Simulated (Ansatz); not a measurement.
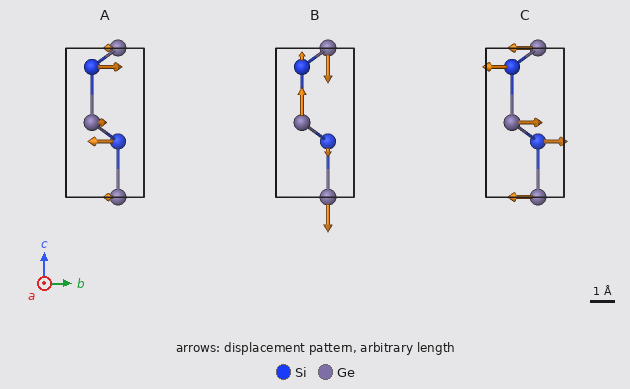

Three optical modes of a crystal of SiGe relaxed at 11 GPa at the zone centre, in no order (one member of each degenerate set). The orange arrows give the relative displacements of the atoms. The picture is a ball-and-stick view of the cell of the calculation, seen along the a axis.

The calculation used DFT PBEsol, scalar-relativistic, plane waves, PAW in Ansatz 0.2.0. (plane-wave cutoff 420 eV; k-point mesh 12 × 12 × 6; occupations gaussian; smearing width 0.01 eV; target pressure 11 GPa; no spin polarisation)

Frequencies are those without the non-analytic (LO–TO) term.

Q: Rank the modes by frequency, softest first.

A: C (45 cm⁻¹), B (252 cm⁻¹), A (445 cm⁻¹). C, E₂: All motion is along b; atoms of one kind move against one another, with no net shift of any sublattice; the Ge–Si bond lengths don't change to first order, so for these it is a bending, tilting or sliding motion; the kinetic energy is shared as Ge 73 %, Si 27 %. B, B₁: All motion is along c; atoms of one kind move against one another, with no net shift of any sublattice; the kinetic energy is shared as Ge 96 %, Si 4 %. A, E₂: All motion is along b; atoms of one kind move against one another, with no net shift of any sublattice; it stretches the shortest Ge–Si bonds (2.31 Å); the kinetic energy is shared as Si 73 %, Ge 27 %.
